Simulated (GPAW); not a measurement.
# Screening of a field by Ga2SSe monolayer

Wanted: the out-of-plane polarisability of Ga2SSe monolayer.

Main program and level: GPAW 26.7.0; GPAW, PAW setups; layer in a repeated cell with vacuum, relaxation of atoms and in-plane cell, in the first sound run; inputs show where later runs differ.

## Step 1: Starting point

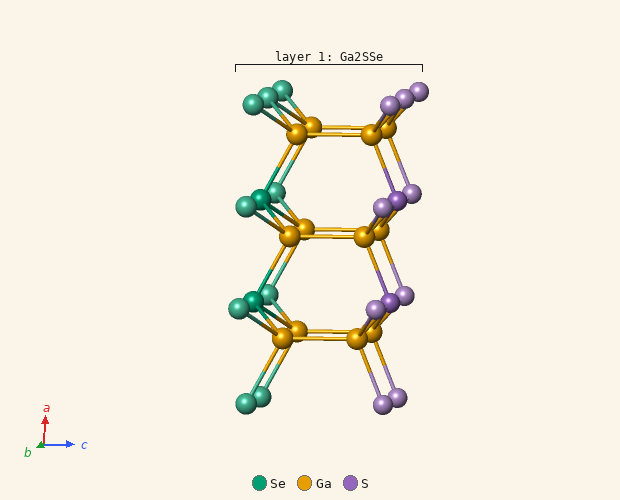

The starting structure, seen from the side, with the c axis across the page (selenium teal, gallium orange, sulfur purple). 2×1×1 cells are drawn. Some periodic images of atoms are drawn too.

The cell holds 4 atoms: 1 Se, 2 Ga and 1 S. Its edges and angles: a = 3.705 Å, b = 3.705 Å, c = 18.480 Å, α = 90.0°, β = 90.0°, γ = 120.0°. Vacuum lies along c.

As a file:

```cif
data_structure
_symmetry_space_group_name_H-M 'P 1'
_symmetry_Int_Tables_number 1
_cell_length_a 3.7050
_cell_length_b 3.7050
_cell_length_c 18.4797
_cell_angle_alpha 90.000
_cell_angle_beta 90.000
_cell_angle_gamma 120.000
_cell_volume 219.69
loop_
_atom_site_label
_atom_site_type_symbol
_atom_site_fract_x
_atom_site_fract_y
_atom_site_fract_z
_atom_site_occupancy
Se1 Se 0.33333 0.66667 0.37879 1
Ga2 Ga 0.00000 0.00000 0.44343 1
Ga3 Ga 0.00000 0.00000 0.57547 1
S4 S 0.33333 0.66667 0.62120 1
```

## Step 2: Relaxation

Forces are removed first; all later runs use this geometry.

Input file run.py:

```python
import json
import numpy as np
from ase import Atoms
from ase.filters import FrechetCellFilter
from ase.optimize import BFGS
from gpaw import GPAW, PW

slab = Atoms(
    ['Se', 'Ga', 'Ga', 'S'],
    positions=[
        [-0.00000, 2.13908, 7.00000],
        [0.00000, 0.00000, 8.19450],
        [0.00000, 0.00000, 10.63450],
        [-0.00000, 2.13908, 11.47968]],
    cell=[[3.705, 0.0, 0.0], [-1.8525, 3.20862, 0.0], [0.0, 0.0, 18.4797]],
    pbc=[True, True, True])

slab.calc = GPAW(mode=PW(600), xc='PBE', kpts={'size': (9, 9, 1), 'gamma': True},
                 occupations={'name': 'fermi-dirac', 'width': 0.05}, nbands='200%',
                 convergence={'density': 1e-05}, maxiter=200,
                 symmetry={'tolerance': 1e-3}, txt='slab.txt')
result = {}
# The in-plane cell is free; stress needs a cell that repeats along all three vectors
path = []
opt = BFGS(FrechetCellFilter(slab, mask=[1, 1, 0, 0, 0, 1]), maxstep=0.2)
opt.attach(lambda: path.append((slab.get_potential_energy(), slab.positions.tolist(), slab.get_forces().tolist())))
result['relaxed'] = bool(opt.run(fmax=0.02, steps=45))
result['path'] = path
result['cell'] = slab.cell.tolist()
print('in-plane lattice', slab.cell.cellpar().round(4)[[0, 1, 5]])
energy = slab.get_potential_energy()
fermi = slab.calc.get_fermi_level()
v = slab.calc.get_electrostatic_potential().mean((0, 1)) - fermi
n = slab.calc.get_pseudo_density().mean((0, 1))
L = slab.cell[2, 2]
z = np.arange(len(v)) * L / len(v)
low, high = slab.positions[:, 2].min(), slab.positions[:, 2].max()
below, above = np.interp([low - 4.8, high + 4.8], z, v)
slopes = [np.interp(x, z, np.gradient(v, z)) for x in (low - 4.8, high + 4.8)]
eps = np.array([[slab.calc.get_eigenvalues(k, s) for k in range(len(slab.calc.get_ibz_k_points()))]
                for s in range(slab.calc.get_number_of_spins())]) - fermi
top, bottom = eps[eps < 0].max(), eps[eps > 0].min()
dipole = slab.get_dipole_moment()[2]
print(f'energy {energy:.4f} eV, Fermi level {fermi:.4f} eV, dipole {dipole:.5f} e A')
print(f'potential 4.8 A off the faces, from the Fermi level: lower {below:.4f} eV, upper {above:.4f} eV')
print(f'slope of the potential there: lower {slopes[0]:.5f}, upper {slopes[1]:.5f} eV/A')
print(f'nearest levels on the mesh: {top:.4f} and {bottom:.4f} eV')
print('magnetic moment', round(slab.get_magnetic_moment(), 3))
result.update(energy=energy, fermi=fermi, dipole=dipole, below=below, above=above, slopes=slopes, edges=[top, bottom],
              z=z.tolist(), v=v.tolist(), n=n.tolist(), positions=slab.positions.tolist(),
              forces=slab.get_forces(apply_constraint=False).tolist(), moments=slab.get_magnetic_moments().tolist())
json.dump(result, open('result.json', 'w'))
```

On the command line:

```bash
$ OMP_NUM_THREADS=1 OPENBLAS_NUM_THREADS=1 python run.py
```

Output:

```text
Step          Energy          fmax
BFGS:    0      -15.652377        1.689997
BFGS:    1      -15.726359        1.336872
BFGS:    2      -15.821403        0.646282
BFGS:    3      -15.831297        0.495809
BFGS:    4      -15.850883        0.291816
BFGS:    5      -15.853516        0.276121
BFGS:    6      -15.857278        0.172467
BFGS:    7      -15.858900        0.091526
BFGS:    8      -15.859632        0.082031
BFGS:    9      -15.860059        0.077814
BFGS:   10      -15.860615        0.093133
BFGS:   11      -15.861186        0.091641
BFGS:   12      -15.861497        0.043321
BFGS:   13      -15.861558        0.007864
in-plane lattice [  3.7332   3.7332 120.    ]
energy -15.8616 eV, Fermi level -0.8699 eV, dipole -0.02918 e A
potential 4.8 A off the faces, from the Fermi level: lower 4.9091 eV, upper 5.0062 eV
slope of the potential there: lower -0.02354, upper -0.02350 eV/A
nearest levels on the mesh: -1.0961 and 0.9215 eV
magnetic moment 0.0
```

The job ended after 6 min (1 thread of Arm Neoverse V2, shared host; peak memory 0.41 GiB).

Numbers from this step:

| Property | Result |
| --- | --- |
| dipole along the normal | -0.02918 e·Å |
| levels nearest the Fermi level on the mesh | -1.096, 0.9215 eV from the Fermi level |

The electrostatic potential energy of an electron (without an applied field's), less the Fermi level, planar mean oscillates, so the rows of the table below give means over windows of 1 Å about each position, cut where the curve ends. Its maxima inside the range that stand out by 2 % of the span (Å: eV): 7.6: -7.42, 9.3: 1.84, 11.1: -8.74. Its minima: 7.0: -16.3, 8.1: -9.93, 10.6: -10.2, 11.6: -14.6.

Electrostatic potential energy of an electron (without an applied field's), less the Fermi level, planar mean against z; means over each step:

| z (Å) | electrostatic potential energy of an electron (without an applied field's), less the Fermi level, planar mean (eV) |
| --- | --- |
| 0 | 4.95 |
| 1 | 4.94 |
| 2 | 4.91 |
| 3 | 4.89 |
| 4 | 4.85 |
| 5 | 4.63 |
| 6 | 0.854 |
| 7 | -12.2 |
| 8 | -8.41 |
| 9 | -0.302 |
| 10 | -2.83 |
| 11 | -10.0 |
| 12 | -6.81 |
| 13 | 4.17 |
| 14 | 5.02 |
| 15 | 5.04 |
| 16 | 5.02 |
| 17 | 4.99 |
| 18 | 4.97 |

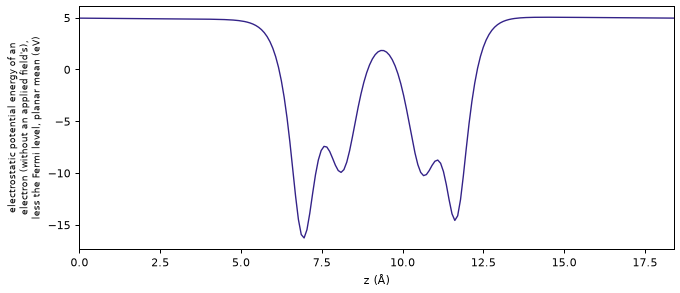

Electrostatic potential energy of an electron (without an applied field's), less the Fermi level, planar mean against z.

The pseudo valence density, planar mean oscillates, so the rows of the table below give means over windows of 1 Å about each position, cut where the curve ends. Its maxima inside the range that stand out by 2 % of the span (Å: e/Å³): 6.5: 0.313, 7.4: 0.412, 8.6: 0.154, 10.0: 0.156, 11.3: 0.424. Its minima: 6.9: 0.192, 8.3: 0.0539, 9.3: 0.0990, 10.6: 0.0569.

The pseudo valence density, planar mean by z; means over each step:

| z (Å) | pseudo valence density, planar mean (e/Å³) |
| --- | --- |
| 3 | 3.0e-5 |
| 4 | 5.6e-4 |
| 5 | 0.0108 |
| 6 | 0.150 |
| 7 | 0.302 |
| 8 | 0.173 |
| 9 | 0.122 |
| 10 | 0.122 |
| 11 | 0.276 |
| 12 | 0.284 |
| 13 | 0.0474 |
| 14 | 0.00229 |
| 15 | 1.1e-4 |
| 16 | 5.8e-6 |

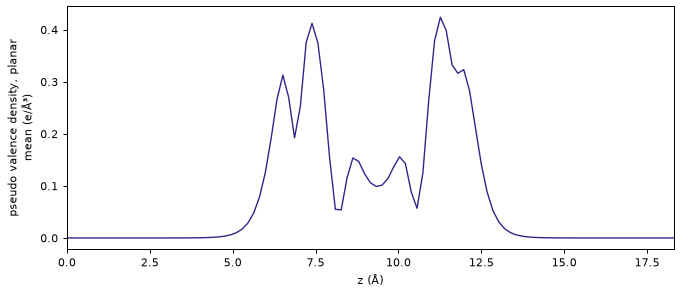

Pseudo valence density, planar mean, plotted against z.

The relaxation lowered the energy of the cell by 0.209 eV (energies extrapolated to zero smearing; the optimiser's log prints free energies). The largest force left on a free atom is 0.0079 eV/Å.

## Step 3: Plane waves, PBE

With the geometry fixed, the planar mean of the potential gives the vacuum level on each side.

This step: GPAW, PAW setups; slab in vacuum (GPAW 26.7.0).

The cell differs from the one that the last finished run ended in (c 18.480 → 18.748 Å).

Edit run.py of step 2 so:

```diff
@@ -3,4 +3,2 @@
 from ase import Atoms
-from ase.filters import FrechetCellFilter
-from ase.optimize import BFGS
 from gpaw import GPAW, PW
@@ -10,22 +8,15 @@
     positions=[
-        [-0.00000, 2.13908, 7.00000],
-        [0.00000, 0.00000, 8.19450],
-        [0.00000, 0.00000, 10.63450],
-        [-0.00000, 2.13908, 11.47968]],
-    cell=[[3.705, 0.0, 0.0], [-1.8525, 3.20862, 0.0], [0.0, 0.0, 18.4797]],
-    pbc=[True, True, True])
+        [0.00000, 2.15534, 7.00000],
+        [0.00000, 0.00000, 8.21950],
+        [-0.00000, -0.00000, 10.69592],
+        [0.00000, 2.15534, 11.74851]],
+    cell=[[3.73316, 0.0, 0.0], [-1.86658, 3.23301, 0.0], [0.0, 0.0, 18.7485]],
+    pbc=[True, True, False])
 
-slab.calc = GPAW(mode=PW(600), xc='PBE', kpts={'size': (9, 9, 1), 'gamma': True},
+slab.calc = GPAW(mode=PW(400), xc='PBE', kpts={'size': (9, 9, 1), 'gamma': True},
                  occupations={'name': 'fermi-dirac', 'width': 0.05}, nbands='200%',
                  convergence={'density': 1e-05}, maxiter=200,
+                 poissonsolver={'dipolelayer': 'xy'},
                  symmetry={'tolerance': 1e-3}, txt='slab.txt')
 result = {}
-# The in-plane cell is free; stress needs a cell that repeats along all three vectors
-path = []
-opt = BFGS(FrechetCellFilter(slab, mask=[1, 1, 0, 0, 0, 1]), maxstep=0.2)
-opt.attach(lambda: path.append((slab.get_potential_energy(), slab.positions.tolist(), slab.get_forces().tolist())))
-result['relaxed'] = bool(opt.run(fmax=0.02, steps=45))
-result['path'] = path
-result['cell'] = slab.cell.tolist()
-print('in-plane lattice', slab.cell.cellpar().round(4)[[0, 1, 5]])
 energy = slab.get_potential_energy()
```

Output:

```text
energy -15.8407 eV, Fermi level -0.9573 eV, dipole -0.01889 e A
potential 4.8 A off the faces, from the Fermi level: lower 4.8475 eV, upper 5.1276 eV
slope of the potential there: lower -0.00006, upper -0.00002 eV/A
nearest levels on the mesh: -1.0687 and 0.9516 eV
magnetic moment 0.0
```

Elapsed: 17 s, on 1 thread; peak memory 0.19 GiB.

Numbers from this step:

```yaml
dipole_along_the_normal: -0.01889 e·Å
levels_nearest_the_fermi_level_on_the_mesh: -1.069, 0.9516 eV from the Fermi level
upper_work_function: 5.128 eV
lower_work_function: 4.847 eV
upper_ionisation_energy: 6.196 eV
```

The electrostatic potential energy of an electron (without an applied field's), less the Fermi level, planar mean oscillates, so the rows of the table below give means over windows of 1 Å about each position, cut where the curve ends. Its maxima inside the range that stand out by 2 % of the span (Å: eV): 7.7: -7.38, 9.5: 1.87, 11.1: -8.71. Its minima: 7.0: -16.1, 8.2: -9.84, 10.7: -10.2, 11.7: -14.4.

The electrostatic potential energy of an electron (without an applied field's), less the Fermi level, planar mean by z; means over each step:

| z (Å) | electrostatic potential energy of an electron (without an applied field's), less the Fermi level, planar mean (eV) |
| --- | --- |
| 0 | 4.90 |
| 1 | 4.85 |
| 2 | 4.85 |
| 3 | 4.85 |
| 4 | 4.84 |
| 5 | 4.68 |
| 6 | 1.71 |
| 7 | -11.9 |
| 8 | -8.54 |
| 9 | -1.01 |
| 10 | -1.86 |
| 11 | -9.65 |
| 12 | -8.06 |
| 13 | 3.93 |
| 14 | 5.07 |
| 15 | 5.12 |
| 16 | 5.13 |
| 17 | 5.13 |
| 18 | 5.12 |

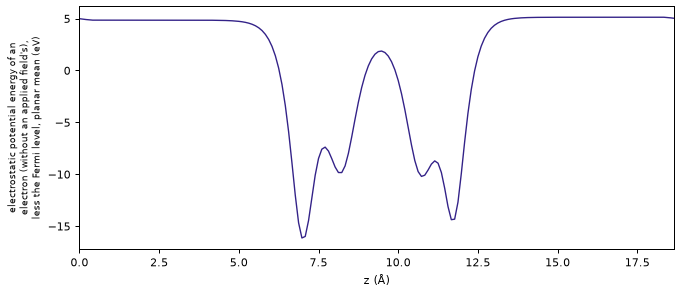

Electrostatic potential energy of an electron (without an applied field's), less the Fermi level, planar mean against z.

The pseudo valence density, planar mean oscillates, so the rows of the table below give means over windows of 1 Å about each position, cut where the curve ends. Its maxima inside the range that stand out by 2 % of the span (Å: e/Å³): 6.7: 0.309, 7.5: 0.411, 8.7: 0.155, 10.2: 0.155, 11.5: 0.417. Its minima: 6.9: 0.218, 8.3: 0.0476, 9.4: 0.0998, 10.6: 0.0563.

Pseudo valence density, planar mean against z; means over each step:

| z (Å) | pseudo valence density, planar mean (e/Å³) |
| --- | --- |
| 3 | 2.4e-5 |
| 4 | 4.4e-4 |
| 5 | 0.00858 |
| 6 | 0.127 |
| 7 | 0.293 |
| 8 | 0.199 |
| 9 | 0.123 |
| 10 | 0.124 |
| 11 | 0.249 |
| 12 | 0.304 |
| 13 | 0.0609 |
| 14 | 0.00304 |
| 15 | 1.5e-4 |
| 16 | 7.6e-6 |

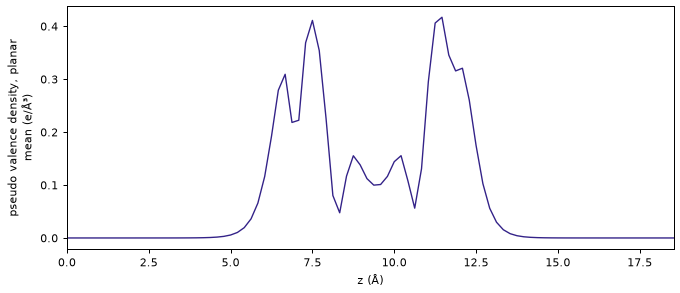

Pseudo valence density, planar mean, plotted against z.

The layer is gapped, so the Fermi level lies somewhere inside the gap, set by smearing and numerics, and these work functions are no property of the material; the band edges below the vacuum level are. The potential is flat to 6.4e-5 eV/Å where it is read, so the vacuum is wide enough.

## Step 4: In a field

A uniform field along the normal polarises the slab; the atoms stay fixed, so this is the electronic response alone.

Edit run.py of step 3 so:

```diff
@@ -4,2 +4,3 @@
 from gpaw import GPAW, PW
+from gpaw.external import ConstantElectricField
 
@@ -19,2 +20,3 @@
                  poissonsolver={'dipolelayer': 'xy'},
+                 external=ConstantElectricField(-0.2, [0, 0, 1]),
                  symmetry={'tolerance': 1e-3}, txt='slab.txt')
```

Output:

```text
energy -15.8532 eV, Fermi level -0.9600 eV, dipole -0.10628 e A
potential 4.8 A off the faces, from the Fermi level: lower 4.1887 eV, upper 5.7829 eV
slope of the potential there: lower -0.00011, upper -0.00007 eV/A
nearest levels on the mesh: -1.0620 and 0.9545 eV
magnetic moment 0.0
```

Run time: 46 s. Hardware: 1 thread; peak memory 0.26 GiB.

This step gave:

```
dipole along the normal                                         : -0.1063 e·Å
levels nearest the Fermi level on the mesh                      : -1.062, 0.9545 eV from the Fermi level
potential below the slab, the applied field's own ramp left out : 4.189 eV from the Fermi level
potential above the slab, the applied field's own ramp left out : 5.783 eV from the Fermi level
```

The electrostatic potential energy of an electron (without an applied field's), less the Fermi level, planar mean oscillates, so the rows of the table below give means over windows of 1 Å about each position, cut where the curve ends. Its maxima inside the range that stand out by 2 % of the span (Å: eV): 7.7: -7.67, 9.5: 1.90, 11.1: -8.38, 17.0: 5.78. Its minima: 7.0: -16.6, 8.1: -10.0, 10.7: -9.95, 11.7: -13.9.

Table of electrostatic potential energy of an electron (without an applied field's), less the Fermi level, planar mean by z; means over each step:

| z (Å) | electrostatic potential energy of an electron (without an applied field's), less the Fermi level, planar mean (eV) |
| --- | --- |
| 0 | 4.49 |
| 1 | 4.19 |
| 2 | 4.19 |
| 3 | 4.19 |
| 4 | 4.18 |
| 5 | 4.04 |
| 6 | 1.13 |
| 7 | -12.4 |
| 8 | -8.77 |
| 9 | -1.06 |
| 10 | -1.73 |
| 11 | -9.35 |
| 12 | -7.57 |
| 13 | 4.55 |
| 14 | 5.72 |
| 15 | 5.78 |
| 16 | 5.78 |
| 17 | 5.78 |
| 18 | 5.76 |

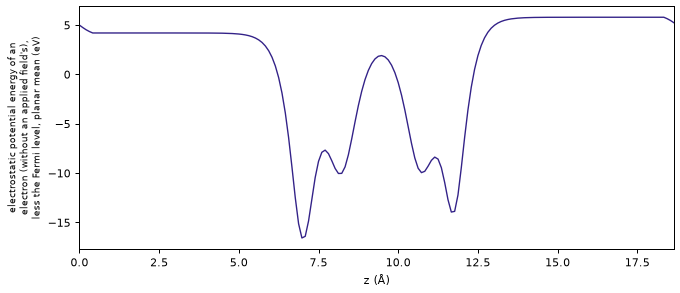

Electrostatic potential energy of an electron (without an applied field's), less the Fermi level, planar mean, plotted against z.

The dipole is now -0.106 e Å, against -0.019 in the run without a field.

## Step 5: In a field

Edit run.py of step 4 so:

```diff
@@ -20,3 +20,3 @@
                  poissonsolver={'dipolelayer': 'xy'},
-                 external=ConstantElectricField(-0.2, [0, 0, 1]),
+                 external=ConstantElectricField(-0.1, [0, 0, 1]),
                  symmetry={'tolerance': 1e-3}, txt='slab.txt')
```

Output:

```text
energy -15.8448 eV, Fermi level -0.9586 eV, dipole -0.06248 e A
potential 4.8 A off the faces, from the Fermi level: lower 4.5177 eV, upper 5.4549 eV
slope of the potential there: lower -0.00008, upper -0.00005 eV/A
nearest levels on the mesh: -1.0649 and 0.9536 eV
magnetic moment 0.0
```

Run time: 46 s. Hardware: 1 thread; peak memory 0.26 GiB.

This step gave:

```
dipole along the normal                                         : -0.06248 e·Å
levels nearest the Fermi level on the mesh                      : -1.065, 0.9536 eV from the Fermi level
potential below the slab, the applied field's own ramp left out : 4.518 eV from the Fermi level
potential above the slab, the applied field's own ramp left out : 5.455 eV from the Fermi level
```

The electrostatic potential energy of an electron (without an applied field's), less the Fermi level, planar mean oscillates, so the rows of the table below give means over windows of 1 Å about each position, cut where the curve ends. Its maxima inside the range that stand out by 2 % of the span (Å: eV): 7.7: -7.53, 9.5: 1.89, 11.1: -8.55. Its minima: 7.0: -16.4, 8.1: -9.94, 10.7: -10.1, 11.7: -14.2.

Table of electrostatic potential energy of an electron (without an applied field's), less the Fermi level, planar mean by z; means over each step:

| z (Å) | electrostatic potential energy of an electron (without an applied field's), less the Fermi level, planar mean (eV) |
| --- | --- |
| 0 | 4.69 |
| 1 | 4.52 |
| 2 | 4.52 |
| 3 | 4.52 |
| 4 | 4.51 |
| 5 | 4.36 |
| 6 | 1.42 |
| 7 | -12.1 |
| 8 | -8.65 |
| 9 | -1.03 |
| 10 | -1.80 |
| 11 | -9.50 |
| 12 | -7.82 |
| 13 | 4.24 |
| 14 | 5.40 |
| 15 | 5.45 |
| 16 | 5.45 |
| 17 | 5.45 |
| 18 | 5.44 |

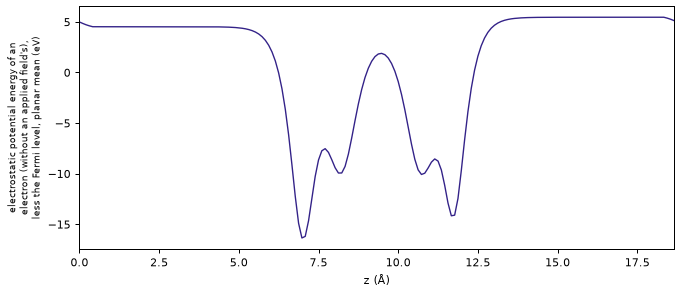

Electrostatic potential energy of an electron (without an applied field's), less the Fermi level, planar mean, plotted against z.

The dipole is now -0.0625 e Å, against -0.019 in the run without a field.

## Step 6: In a field

Edit run.py of step 5 so:

```diff
@@ -20,3 +20,3 @@
                  poissonsolver={'dipolelayer': 'xy'},
-                 external=ConstantElectricField(-0.1, [0, 0, 1]),
+                 external=ConstantElectricField(-0.05, [0, 0, 1]),
                  symmetry={'tolerance': 1e-3}, txt='slab.txt')
```

Output:

```text
energy -15.8422 eV, Fermi level -0.9472 eV, dipole -0.04058 e A
potential 4.8 A off the faces, from the Fermi level: lower 4.6717 eV, upper 5.2805 eV
slope of the potential there: lower -0.00007, upper -0.00004 eV/A
nearest levels on the mesh: -1.0774 and 0.9421 eV
magnetic moment 0.0
```

Wall time 46 s (1 thread); peak memory 0.26 GiB.

The electrostatic potential energy of an electron (without an applied field's), less the Fermi level, planar mean oscillates, so the rows of the table below give means over windows of 1 Å about each position, cut where the curve ends. Its maxima inside the range that stand out by 2 % of the span (Å: eV): 7.7: -7.47, 9.5: 1.87, 11.1: -8.64. Its minima: 7.0: -16.3, 8.2: -9.90, 10.7: -10.2, 11.7: -14.3.

Table of electrostatic potential energy of an electron (without an applied field's), less the Fermi level, planar mean by z; means over each step:

| z (Å) | electrostatic potential energy of an electron (without an applied field's), less the Fermi level, planar mean (eV) |
| --- | --- |
| 0 | 4.79 |
| 1 | 4.67 |
| 2 | 4.67 |
| 3 | 4.67 |
| 4 | 4.66 |
| 5 | 4.51 |
| 6 | 1.56 |
| 7 | -12.0 |
| 8 | -8.60 |
| 9 | -1.03 |
| 10 | -1.84 |
| 11 | -9.58 |
| 12 | -7.95 |
| 13 | 4.08 |
| 14 | 5.22 |
| 15 | 5.28 |
| 16 | 5.28 |
| 17 | 5.28 |
| 18 | 5.27 |

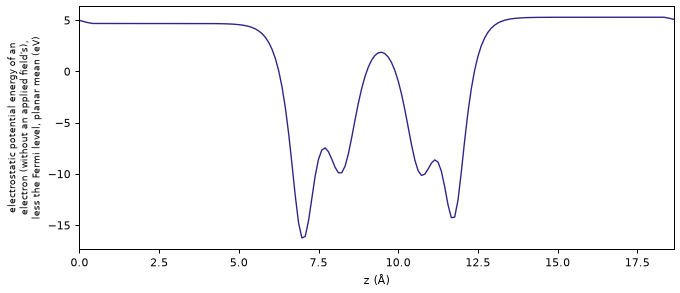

Electrostatic potential energy of an electron (without an applied field's), less the Fermi level, planar mean, plotted against z.

## Step 7: In a field

Edit run.py of step 6 so:

```diff
@@ -20,3 +20,3 @@
                  poissonsolver={'dipolelayer': 'xy'},
-                 external=ConstantElectricField(-0.05, [0, 0, 1]),
+                 external=ConstantElectricField(0.05, [0, 0, 1]),
                  symmetry={'tolerance': 1e-3}, txt='slab.txt')
```

Output:

```text
energy -15.8403 eV, Fermi level -0.9594 eV, dipole 0.00323 e A
potential 4.8 A off the faces, from the Fermi level: lower 5.0153 eV, upper 4.9668 eV
slope of the potential there: lower -0.00006, upper -0.00001 eV/A
nearest levels on the mesh: -1.0682 and 0.9527 eV
magnetic moment 0.0
```

Elapsed: 53 s, on 1 thread; peak memory 0.26 GiB.

## Step 8: In a field

Edit run.py of step 7 so:

```diff
@@ -20,3 +20,3 @@
                  poissonsolver={'dipolelayer': 'xy'},
-                 external=ConstantElectricField(0.05, [0, 0, 1]),
+                 external=ConstantElectricField(0.1, [0, 0, 1]),
                  symmetry={'tolerance': 1e-3}, txt='slab.txt')
```

Output:

```text
energy -15.8410 eV, Fermi level -0.9544 eV, dipole 0.02514 e A
potential 4.8 A off the faces, from the Fermi level: lower 5.1762 eV, upper 4.7992 eV
slope of the potential there: lower -0.00005, upper 0.00001 eV/A
nearest levels on the mesh: -1.0750 and 0.9465 eV
magnetic moment 0.0
```

Wall time 49 s (1 thread); peak memory 0.27 GiB.

The dipole is now 0.0251 e Å, against -0.019 in the run without a field.

(Continued in part 2 of 2.)

[Logs are printed without paths, hosts, clocks, repeated set-up lines and the standing remarks that a program may print on its own settings, such as how far it seeks lower states.]

[Hosts, paths, dates, database ids (printed as entryN), source tags and the programs' standing remarks are cut or masked in the printed files.]
